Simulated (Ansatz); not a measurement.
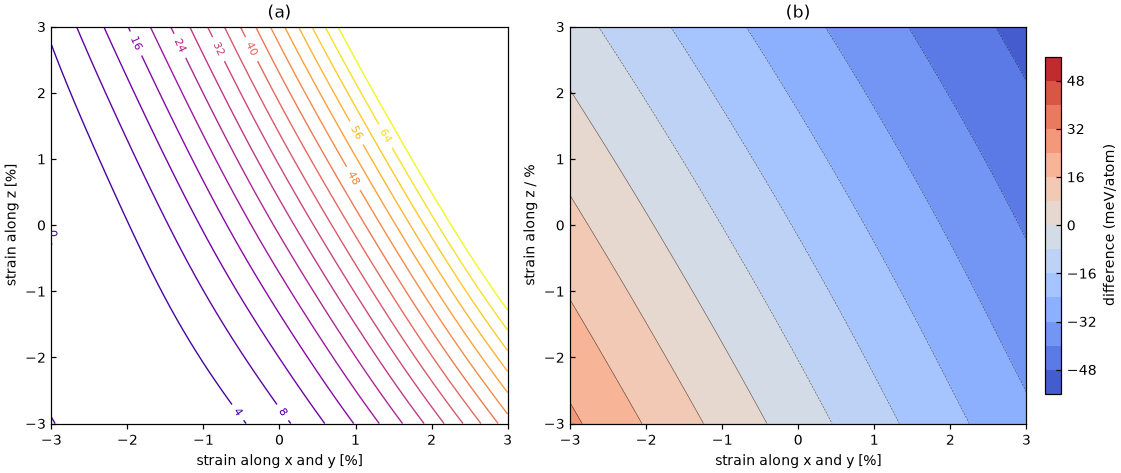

Ti (Im-3m, No. 229; 1 atom in the cell). The cell is strained homogeneously, by one strain along x and y and another along z, with fractional coordinates fixed (x, y and z along the cube axes). The first coordinate is: strain along x and y; the second: strain along z. The scan uses a 5 × 5 grid. Points are written as (first, second). Energies are in meV/atom, from each map's own lowest point. The reference cell is the one listed in the database, not relaxed at this level. Computed with DFT PBEsol, scalar-relativistic, plane waves, PAW (Ansatz). Settings: cutoff 420 eV, k-mesh 20×20×20, gaussian smearing 0.15 eV, no spin polarisation.

Panel (a): DFT PBEsol, scalar-relativistic, plane waves, PAW (Ansatz 0.2.0). Panel (b): the map at Ansatz, DFT r2SCAN, scalar-relativistic, plane waves, PAW less the map of (a), each from its own lowest point.

How does the change of method alter the landscape?

The difference runs from −51 meV/atom at (3.0 %, 3.0 %) to 26 meV/atom at (−3.0 %, −3.0 %).
